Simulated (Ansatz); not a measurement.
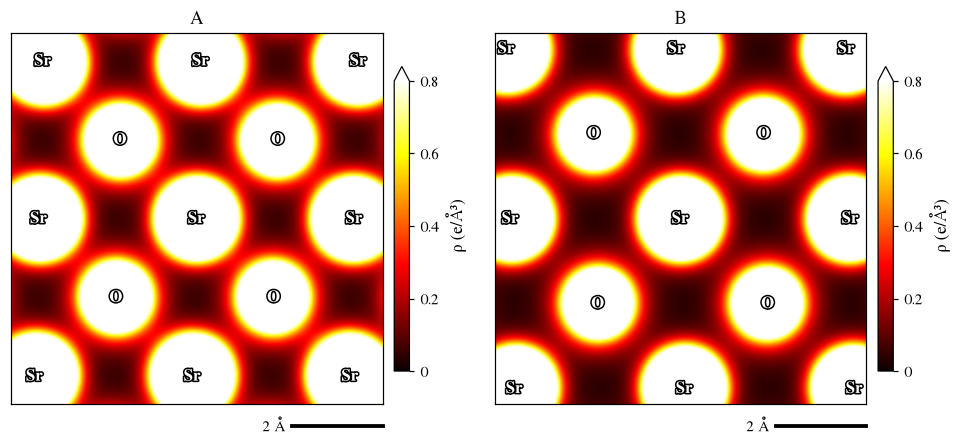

SrO. The valence charge density (pseudo) of two cells that differ in size and shape, on the (101) plane of each (indices in the axes of the calculation cell), at one length scale and on one colour scale: B has 19.2 Å³ an atom and A 14.9.

Space group I4/mmm.

Method: DFT r2SCAN, scalar-relativistic, plane waves, PAW in Ansatz 0.2.0.

In a PAW calculation such maps are meaningful between the atoms, not at the nuclei.

The larger cell:

```xyz
2
Lattice="0.0000 2.6983 2.6340 2.6983 0.0000 2.6340 2.6983 2.6983 0.0000" Properties=species:S:1:pos:R:3 pbc="T T T"
Sr    0.0000    0.0000    0.0000
O     2.6983    2.6983    2.6340
```

The smaller cell: a = 3.498 Å, b = 3.498 Å, c = 3.453 Å, α = 60.43°, β = 60.43°, γ = 59.14°.

> What does the compression do to the bonding and the properties?

From the larger cell to the smaller, Sr–O goes from 2.63 to 2.44 Å, and the density at its midpoint from 0.2 to 0.31 e/Å³; the pressure goes from −8 to 18 GPa; the Kohn–Sham gap goes from 3.7 eV to 3.5 eV.
